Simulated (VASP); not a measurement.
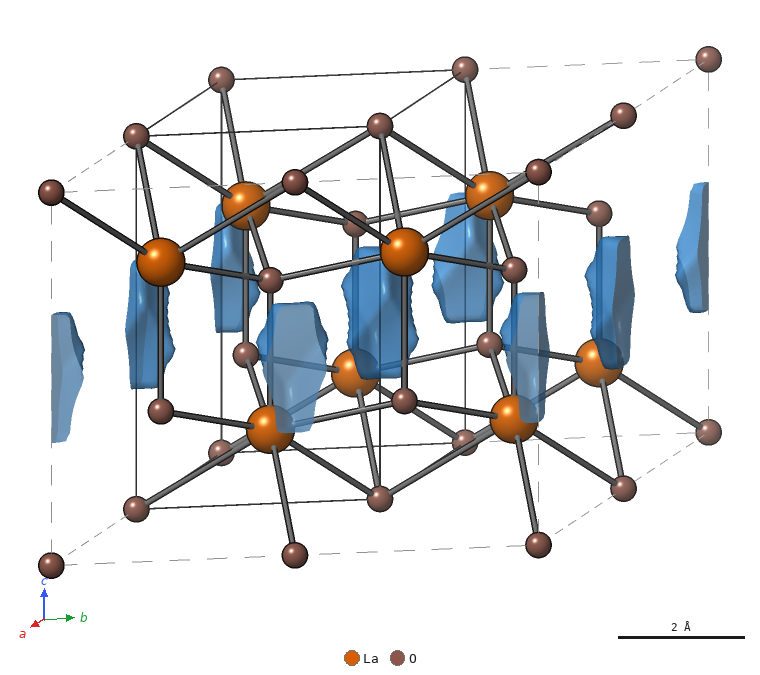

The blue surface encloses the points that the centre of a probe sphere of radius 0.75 Å can occupy in La2O3 (P-3m1, No. 164), computed on a grid of about 0.11 Å (2×2×1 cells shown, view slightly off an axis; pale faces close the region where the box cuts it).

Atoms are hard spheres with Shannon crystal radii (six-coordinate where tabulated): La 1.17 Å, O 1.26 Å.

Source of the atomic positions: a cell listed in the Materials Project, as set up for an electronic-structure calculation.

```cif
data_structure
_symmetry_space_group_name_H-M 'P 1'
_symmetry_Int_Tables_number 1
_cell_length_a 3.9308
_cell_length_b 3.9308
_cell_length_c 6.1120
_cell_angle_alpha 90.000
_cell_angle_beta 90.000
_cell_angle_gamma 120.000
_cell_volume 81.78
loop_
_atom_site_label
_atom_site_type_symbol
_atom_site_fract_x
_atom_site_fract_y
_atom_site_fract_z
_atom_site_occupancy
La1 La 0.33333 0.66667 0.24624 1
La2 La 0.66667 0.33333 0.75376 1
O1 O 0.00000 0.00000 0.00000 1
O2 O 0.33333 0.66667 0.64589 1
O3 O 0.66667 0.33333 0.35411 1
```

> Is the space open to the probe made of pockets or channels?

They are isolated pockets that do not connect across cells.

> What share of the cell can the probe's centre reach?

About 1.4 % of the volume (1.2 Å³ of 81.8 Å³).

> Give the largest included and the largest free sphere.

The largest sphere that fits anywhere has a diameter of 2.36 Å; the largest that can travel through the crystal, about 1.3 Å.

> How does the connectivity change as the probe shrinks?

Below a radius of about 0.66 Å the space forms a two-dimensional network in layers parallel to (001). Below a radius of about 0.38 Å the space forms a three-dimensional network. These are grid estimates, good to about 0.05 Å.
